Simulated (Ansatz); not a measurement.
# Geometry relaxation, with input and output: Ge2Si

The run: geometry relaxation of Ge2Si (P-3m1, 6 atoms in the cell). Method and program: DFT PBE, scalar-relativistic, plane waves, PAW, no spin polarisation (Ansatz 0.2.0).

The structure was made by a generator, so it may or may not be a known phase. Figures and captions count atoms from 1; the log counts them from 0 in places.

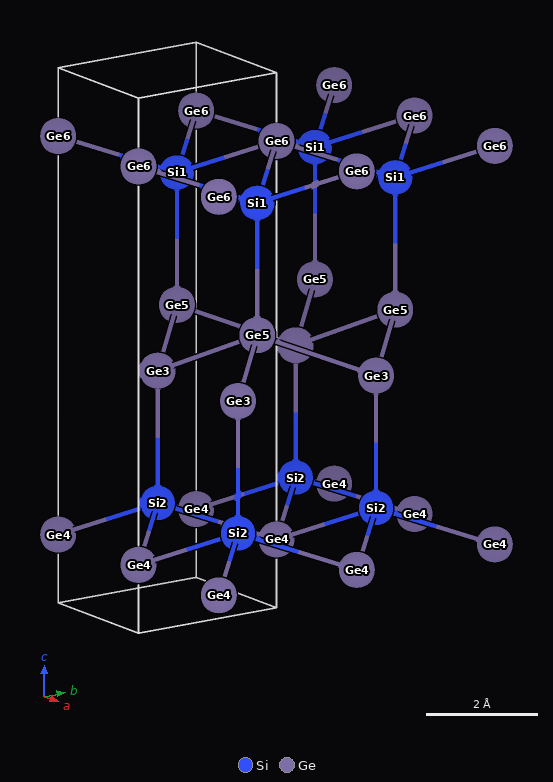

Fig. 1: The starting structure (ball-and-stick view of the cell of the calculation, repeated 2 × 2 × 1, seen slightly off an axis; atoms are numbered from 1 in the order of the input). An atom can appear more than once, as a periodic image. Near neighbours in the periodic cell (some may lie outside the picture): Si has 4 Ge at 2.42 to 2.44 Å; Ge has 3 Ge at 2.46 Å and 1 Si at 2.42 Å; Ge has 1 Ge at 2.50 Å and 3 Si at 2.44 Å.

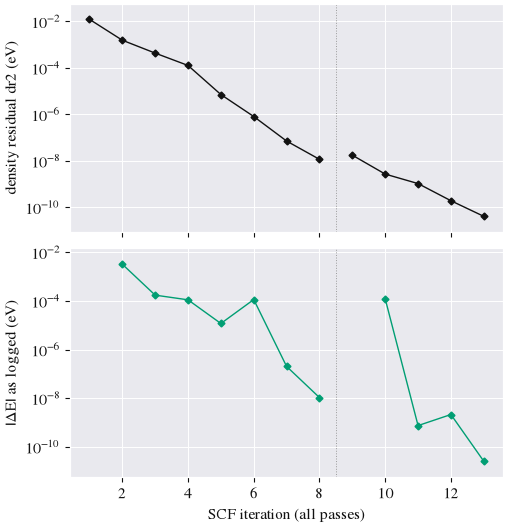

Fig. 2: Convergence of the self-consistent field: density residual dr2 and size of the energy change against the SCF iteration. The dotted lines part the SCF passes of the relaxation: geometry steps, rejected trials and re-solves on a re-selected basis. The passes take 8 and 5 iterations.

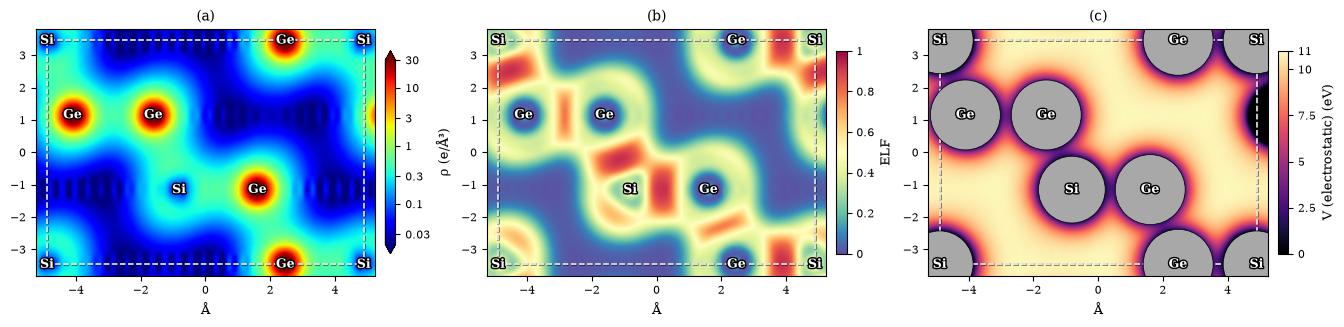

Fig. 3: (a) valence pseudo-density; (b) electron localisation function; (c) electrostatic potential energy of an electron on the (110) plane of the conventional cell. Grey discs, where drawn, cover atomic cores. Ge–Ge (2.46 Å): ρ is about 0.5 e/Å³ halfway; the ELF peaks at about 0.75 between the atoms (a covalent bond). The density dies away to nearly zero in the voids. Outside the cores the potential energy rises away from the atoms and is highest about 2.4 Å from the nearest atoms; outside the discs it spans about 10 eV, and its zero is arbitrary. Core electrons are frozen (PAW), so the fields are smoothed inside the atomic spheres.

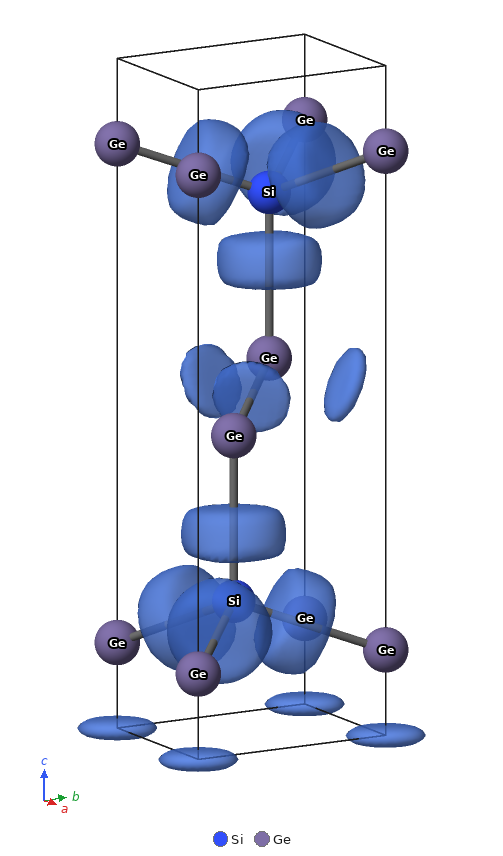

Fig. 4: Isosurface of the electron localisation function at 0.7 (blue), seen slightly off an axis. Only the valence region is drawn (cores and ρ < 0.01 e/Å³ removed). Sticks mark near contacts. The outline is the cell set on symmetry axes. Values along the shortest contacts: Si–Ge (2.42 Å): the ELF peaks at about 0.90 between the atoms (a shared electron pair). Ge–Ge (2.46 Å): the ELF peaks at about 0.75 between the atoms, which marks a shared electron pair.

The input and output of the run follow.

Input file
```yaml
crystal:
  lattice:
    - [3.9955313, 0.0, 0.0]
    - [-1.9977656, 3.4602316, 0.0]
    - [0.0, 0.0, 9.7871257]
  atoms:
    - { symbol: Si, position: [0.3333333, 0.6666667, 0.791495] }
    - { symbol: Si, position: [0.6666667, 0.3333333, 0.208505] }
    - { symbol: Ge, position: [0.6666667, 0.3333333, 0.455877] }
    - { symbol: Ge, position: [0.0, 0.0, 0.127624] }
    - { symbol: Ge, position: [0.3333333, 0.6666667, 0.544123] }
    - { symbol: Ge, position: [0.0, 0.0, 0.872376] }
basis:
  ecutwfc: 420
kpoints:
  mp_grid: { grid: [12, 12, 4] }
hamiltonian:
  xc: pbe
scf:
  occupations: { method: gaussian, width: 0.02 }
output:
  forces: true
  stress: true
  eigenvalues: true
  write_density: true
  write_potential: true
  elf: true
  volumetric_format: npy
relax:
  adjacent_minimum: "off"
  f_tol: 0.01
  max_steps: 80
  cell: { stress_tol: 0.05 }
```

Run as:
```bash
ansatz run input.yaml --threads 4 --pin off --max-ram 8192MiB --backend cpu --events-out ev --progress --plain --runs-dir out
```

Log
```
Engine: ansatz 0.2.0, aarch64-unknown-linux-gnu
Pseudopotentials: kind: paw
Pseudopotential: Si, paw, valence charge 4, recommended cutoff 420 eV (normal), Si.paw.azcp
Pseudopotential: Ge, paw, valence charge 14, recommended cutoff 420 eV (normal), Ge.paw.azcp
Functional definition: PBE
  parameter kappa = 0.804
  parameter beta = 0.06672455060314922
  exchange = pbe_x(kappa = kappa, mu = beta*pi^2/3)
  correlation = pbe_c(beta = beta)
Crystal: 6 atoms, lattice volume = 135.312 Å³
Basis set: ecut = 420 eV, 2649 PW (Γ), exchange–correlation on 54×54×144 points (8 copies of the dense FFT grid, shifted against one another)
Bands: 39, of which v1, the nominal top of the filled ones, is band 32 counted from 1 (31 counted from 0)
Symmetry: 12 space group operations
Space group: P-3m1 (ITA 164), of the structure as read, at distance tolerance 5.1e-5 Å
k-points: 69 of 576
Non-local potential: Si, projectors of the file, l = 0: 2, l = 1: 2, l = 2: 2
Non-local potential: Ge, projectors of the file, l = 0: 2, l = 1: 2, l = 2: 3, l = 3: 1
PAW form: soft (Blöchl's): semilocal exchange-correlation on the pseudo side does not see the compensation charge
PAW one-centre angular grid: Si, 110 points (default); XC on 64 Gauss nodes
PAW one-centre angular grid: Ge, 590 points (default); XC on 64 Gauss nodes
Initial density: superposition of atomic densities (neutral atoms: chi_scale 0, normalization atom), corrected by the library's trained network
Initial wavefunctions: pseudopotential atomic-orbital guess
Functional: x = pbe(κ = 0.804, μ = 0.2195149727645171), c = pbe(β = 0.06672455060314922)
SCF iter   1: F=—  HF=-18451.435985 eV  |F-HF|=—  |Δ(HF+E_count)|=         —  Δρ=1.58e-3  dr2=1.23e-2  ethr=1.77e-3  ⟨swp⟩=6.8  Hψ=10982  notcnv=0
preconditioner: auto → Resta (q_TF=auto, 2.408 Å⁻¹)  ε∞=2.6  [insulator: Δε(μ)=0.473 eV  Ē_g=20.153 eV  σ=0.020 eV  W_gap=1.00  n_scr=36 (ndim 8)  ℏωp=25.5 eV  f_vac=0.027  D(μ)=0.00/eV (n_scr^D=0)  ε∞_Penn≈2.6]
SCF iter   2: F=—  HF=-18451.432746 eV  |F-HF|=—  |Δ(HF+E_count)|=   3.24e-3  Δρ=1.03e-3  dr2=1.55e-3  ethr=1.92e-5  ⟨swp⟩=2.9  Hψ=5957  notcnv=0  defer=139
SCF iter   3: F=—  HF=-18451.432573 eV  |F-HF|=—  |Δ(HF+E_count)|=   1.73e-4  Δρ=5.12e-4  dr2=4.32e-4  ethr=2.43e-6  ⟨swp⟩=2.0  Hψ=4698  notcnv=0  defer=139
SCF iter   4: F=—  HF=-18451.432683 eV  |F-HF|=—  |Δ(HF+E_count)|=   1.11e-4  Δρ=2.25e-4  dr2=1.27e-4  ethr=6.75e-7  ⟨swp⟩=2.9  Hψ=4819  notcnv=0  defer=139
SCF iter   5: F=—  HF=-18451.432695 eV  |F-HF|=—  |Δ(HF+E_count)|=   1.18e-5  Δρ=6.45e-5  dr2=7.12e-6  ethr=1.98e-7  ⟨swp⟩=2.0  Hψ=4712  notcnv=0  defer=139
SCF iter   6: F=—  HF=-18451.432581 eV  |F-HF|=—  |Δ(HF+E_count)|=   1.14e-4  Δρ=2.05e-5  dr2=8.08e-7  ethr=1.11e-8  ⟨swp⟩=2.0  Hψ=4760  notcnv=0  defer=139
SCF iter   7: F=—  HF=-18451.432581 eV  |F-HF|=—  |Δ(HF+E_count)|=   2.02e-7  Δρ=8.18e-6  dr2=7.10e-8  ethr=1.56e-10  ⟨swp⟩=10.8  Hψ=19431  notcnv=0
SCF iter   8: F=-18451.432581 eV  HF=-18451.432581 eV  |F-HF|=1.81e-8  |Δ(HF+E_count)|=   1.06e-8  Δρ=4.45e-6  dr2=1.16e-8  ethr=1.11e-10  ⟨swp⟩=8.1  Hψ=17683  notcnv=0
SCF 1 converged in 8 iterations: F = -18451.432581 eV  dr2 = 1.16e-8
  greatest PAW one-centre occupation: 0.998 electrons in one spin orbital (limit 2), on the Ge atom at site 4 (counted from 0), in its partial waves of l = 2
relax step   1: F+E_penalty+E_count = -18451.43258133 eV  Δ(F+E_penalty+E_count) = +0.000e0 eV  max|allowed force component| = 1.620e-3 eV/Å  Δτ_max = 0.0000 Å  P = +0.001 GPa  Ω = 135.312 Å³  (8 SCF iters, dr2 threshold 1.00e-7 eV, accepted)
Initial density: handed on by an earlier stage of this run
Initial wavefunctions: pseudopotential atomic-orbital guess (no wavefunctions were taken with the density)
iter 1 solved again at ethr=2.71e-7 eV; its pass at ethr=3.10e-3 eV (dr2=1.74e-4 eV) is discarded
SCF iter   1: F=—  HF=-18451.432704 eV  |F-HF|=—  |Δ(HF+E_count)|=         —  Δρ=5.75e-6  dr2=1.75e-8  ethr=2.71e-7  ⟨swp⟩=2.6  Hψ=16703  notcnv=0
eigensolver tolerance schedule: the retry pair's looser diagonalisation over-reported the residual by 9914.48 of it (diagonalisation noise at 6.57 of the residual, at the tolerance the schedule requests for it); recorded, not acted on — ethr = c·dr2/N_el stays at c = 1.0e-1
preconditioner: auto → Resta (q_TF=auto, 2.408 Å⁻¹)  ε∞=2.6  [insulator: Δε(μ)=0.465 eV  Ē_g=20.152 eV  σ=0.020 eV  W_gap=1.00  n_scr=36 (ndim 8)  ℏωp=25.5 eV  f_vac=0.021  D(μ)=0.00/eV (n_scr^D=0)  ε∞_Penn≈2.6]
SCF iter   2: F=—  HF=-18451.432581 eV  |F-HF|=—  |Δ(HF+E_count)|=   1.22e-4  Δρ=1.52e-6  dr2=2.69e-9  ethr=2.74e-11  ⟨swp⟩=3.0  Hψ=7081  notcnv=0
SCF iter   3: F=—  HF=-18451.432581 eV  |F-HF|=—  |Δ(HF+E_count)|=  7.46e-10  Δρ=1.02e-6  dr2=1.05e-9  ethr=4.20e-12  ⟨swp⟩=2.0  Hψ=4828  notcnv=0
SCF iter   4: F=—  HF=-18451.432581 eV  |F-HF|=—  |Δ(HF+E_count)|=   2.13e-9  Δρ=3.94e-7  dr2=1.92e-10  ethr=1.64e-12  ⟨swp⟩=2.0  Hψ=4899  notcnv=0
SCF iter   5: F=-18451.432581 eV  HF=-18451.432581 eV  |F-HF|=1.82e-11  |Δ(HF+E_count)|=  2.55e-11  Δρ=1.89e-7  dr2=4.09e-11  ethr=1.00e-12  ⟨swp⟩=6.1  Hψ=11191  notcnv=0
SCF 2 converged in 5 iterations: F = -18451.432581 eV  dr2 = 4.09e-11
relax step   2: F+E_penalty+E_count = -18451.43258134 eV  Δ(F+E_penalty+E_count) = -1.583e-8 eV  max|allowed force component| = 1.623e-3 eV/Å  Δτ_max = 0.0000 Å  P = +0.001 GPa  Ω = 135.312 Å³  stress off target by 5.43e-3 GPa  SCF on the basis re-selected at this cell (its energy is not comparable with the rows above)  (5 SCF iters)
basis re-selected at this cell: Δ(F+E_penalty+E_count) = -1.583e-8 eV, ΔP = +0.000 GPa vs the last step (what re-selecting the basis moved, of the pressure what is left beyond the Pulay correction that the steps carried, after the strain that the cell walked since its last selection, with what the two solves' SCF thresholds leave and, on support functions, any second-order correction that the steps lacked; it is no measure of the basis error at this ecutwfc). This SCF's stress stands 5.43e-3 GPa from its target on what of the cell is left free (relax.cell.stress_tol is 5.00e-2 GPa) and its largest allowed force component is 1.62e-3 eV/Å (relax.f_tol is 1.00e-2 eV/Å): within both
SCF converged after 5 iterations
Free energy (F): -18451.432581 eV
Harris-Foulkes:  -18451.432581 eV  (|F-HF|=1.82e-11)
Internal energy: -18451.432581 eV  (E = F + TS)
E sigma→0 (E₀):  -18451.432581 eV
Fermi energy:    7.685135 eV
--- Per-component energies (eV) ---
  E_band       = -630.080427
  E_kinetic    = 523.669059
  E_local      = -10730.824443  (includes V_loc(G=0)·N_el)
  E_nonlocal   = 1725.938769
  E_hartree    = 4729.624157
  E_xc         = -411.365086
  E_vxc        = -350.242585  (∫ρ·V_xc dr)
  E_paw        = -9105.471599  (= ΣΔE_a)
  E_vpaw       = -1257.871026  (= ΣTr[D̂ρ^β])
  E_aug_tail   = 0.001200  (compensation charges beyond the density's cutoff)
  E_ewald      = -5183.004638
  E_smearing   = -0.000000  (= −TS)
  E_closure    = -0.000000  (closes the sum)
  Σ components = -18451.432581   (vs F -18451.432581, Δ=0.00e0)
--- Forces (eV/Å), atoms counted from 1 ---
  atom   1  Si     0.00000000    -0.00000000     0.00156138
  atom   2  Si    -0.00000000     0.00000000    -0.00156138
  atom   3  Ge     0.00000000    -0.00000000     0.00149845
  atom   4  Ge     0.00000000    -0.00000000     0.00162308
  atom   5  Ge    -0.00000000     0.00000000    -0.00149845
  atom   6  Ge    -0.00000000     0.00000000    -0.00162308
  max |Σ_I F_I| component: 1.85e-17 eV/Å
--- Stress (GPa, compression-positive) ---
       -0.000892      -0.000000       0.000000
        0.000000      -0.000892      -0.000000
        0.000000      -0.000000       0.005434
  P = ⅓ Tr σ = 0.0012 GPa (0.012 kbar)
--- Band table (eV; the first three rows and the last of 69) ---
  k-point 0: bands = ["-17.1413", "-17.1165", "-17.1165", "-17.0629", "-17.0629", "-17.0445", "-17.0445", "-17.0309", "-17.0309", "-17.0174", "-17.0174", "-16.9836", "-16.9836", "-16.9788", "-16.9755", "-16.9450", "-16.8757", "-16.8757", "-16.8434", "-16.8434", "-4.8527", "-3.7183", "-3.4422", "1.4309", "1.9693", "6.2295", "6.2295", "6.4116", "6.4116", "7.3955", "7.4528", "7.4528", "7.9779", "8.1310", "8.3959", "9.9110", "9.9110", "9.9768", "10.8784"]
  k-point 1: bands = ["-17.1413", "-17.1166", "-17.1166", "-17.0628", "-17.0628", "-17.0445", "-17.0445", "-17.0309", "-17.0309", "-17.0174", "-17.0174", "-16.9836", "-16.9836", "-16.9788", "-16.9755", "-16.9450", "-16.8757", "-16.8757", "-16.8434", "-16.8434", "-4.7720", "-4.1147", "-3.0225", "0.6267", "3.0718", "6.1389", "6.1389", "6.1531", "6.5917", "6.5917", "7.3084", "7.3084", "8.0129", "8.4151", "8.8196", "10.1154", "10.1154", "10.3905", "10.8067"]
  k-point 2: bands = ["-17.1413", "-17.1166", "-17.1166", "-17.0628", "-17.0628", "-17.0446", "-17.0446", "-17.0309", "-17.0309", "-17.0174", "-17.0174", "-16.9836", "-16.9836", "-16.9788", "-16.9755", "-16.9450", "-16.8757", "-16.8757", "-16.8434", "-16.8434", "-4.5904", "-4.4431", "-2.7541", "0.1937", "4.5479", "4.5939", "6.0899", "6.0899", "6.8034", "6.8034", "7.0957", "7.0957", "7.9566", "8.7244", "8.7388", "10.5137", "10.5137", "10.5433", "10.5433"]
  k-point 68: bands = ["-17.1489", "-17.1370", "-17.0654", "-17.0654", "-17.0637", "-17.0637", "-17.0278", "-17.0278", "-17.0139", "-17.0139", "-16.9850", "-16.9850", "-16.9692", "-16.9692", "-16.9652", "-16.9524", "-16.9391", "-16.8818", "-16.8818", "-16.8066", "-2.1219", "-1.7998", "-1.7998", "-0.3606", "0.2460", "0.2460", "3.4180", "3.4180", "3.5723", "4.6703", "4.6703", "4.7350", "10.3321", "10.5650", "10.5650", "10.9808", "10.9808", "11.0629", "13.0688"]
--- Relaxed structure (1 steps of the walk, 1 accepted, 1 SCFs on fresh bases) ---
  F+E_penalty+E_count = -18451.43258134 eV   max|allowed force component| = 1.623e-3 eV/Å   (the final SCF, on the basis selected at the relaxed cell)
  cell:  # Å, volume = 135.3116 Å³
    - [3.99553129571845, -2.8867513469384143e-8, 0.0]
    - [-1.9977656228592249, 3.4602316181416883, 0.0]
    - [0.0, 0.0, 9.7871257]
  atoms:
    - { symbol: Si, position: [0.3333333333333333, 0.6666666666666665, 0.791495] }
    - { symbol: Si, position: [0.6666666666666666, 0.33333333333333326, 0.20850499999999997] }
    - { symbol: Ge, position: [0.6666666666666666, 0.33333333333333326, 0.4558769999999999] }
    - { symbol: Ge, position: [0.0, 0.0, 0.127624] }
    - { symbol: Ge, position: [0.3333333333333333, 0.6666666666666665, 0.544123] }
    - { symbol: Ge, position: [0.0, 0.0, 0.8723760000000002] }
```

Trajectory as extended XYZ (Å, eV, eV/Å), 2 frames, from step=1 to step=2
```
6
Lattice="3.9955 0.0000 0.0000 -1.9978 3.4602 0.0000 0.0000 0.0000 9.7871" Properties=species:S:1:pos:R:3:forces:R:3 step=1 energy=-18451.43258 pressure_GPa=0.00
Si    0.0000    2.3068    7.7465    0.0000   0.0000   0.0015
Si    1.9978    1.1534    2.0407    0.0000   0.0000  -0.0015
Ge    1.9978    1.1534    4.4617    0.0000   0.0000   0.0015
Ge    0.0000    0.0000    1.2491    0.0000   0.0000   0.0016
Ge    0.0000    2.3068    5.3254    0.0000   0.0000  -0.0015
Ge    0.0000    0.0000    8.5381    0.0000   0.0000  -0.0016
6
Lattice="3.9955 0.0000 0.0000 -1.9978 3.4602 0.0000 0.0000 0.0000 9.7871" Properties=species:S:1:pos:R:3:forces:R:3 step=2 energy=-18451.43258 pressure_GPa=0.00
Si    0.0000    2.3068    7.7465    0.0000   0.0000   0.0016
Si    1.9978    1.1534    2.0407    0.0000   0.0000  -0.0016
Ge    1.9978    1.1534    4.4617    0.0000   0.0000   0.0015
Ge    0.0000    0.0000    1.2491    0.0000   0.0000   0.0016
Ge    0.0000    2.3068    5.3254    0.0000   0.0000  -0.0015
Ge    0.0000    0.0000    8.5381    0.0000   0.0000  -0.0016
```

Results in brief

- outcome: converged
- space group (tolerance 0.01 Å): P-3m1 (164)
- electrons treated: 64
- free energy: −18451.4326 eV
- Fermi energy: 7.685 eV
- gap on the k-point mesh: 0.47 eV
- pressure: 0.00 GPa
- final volume: 135.31 Å³
- largest force (length of the vector) at the end: 0.002 eV/Å
- final cell: a = 3.996 Å, b = 3.996 Å, c = 9.787 Å, α = 90.00°, β = 90.00°, γ = 120.00°
- hardware: 4 threads of Arm Neoverse V2, 240 GiB of memory available, shared host
- wall time: 14 s (CPU time 55 s)
- peak memory: 0.63 GiB
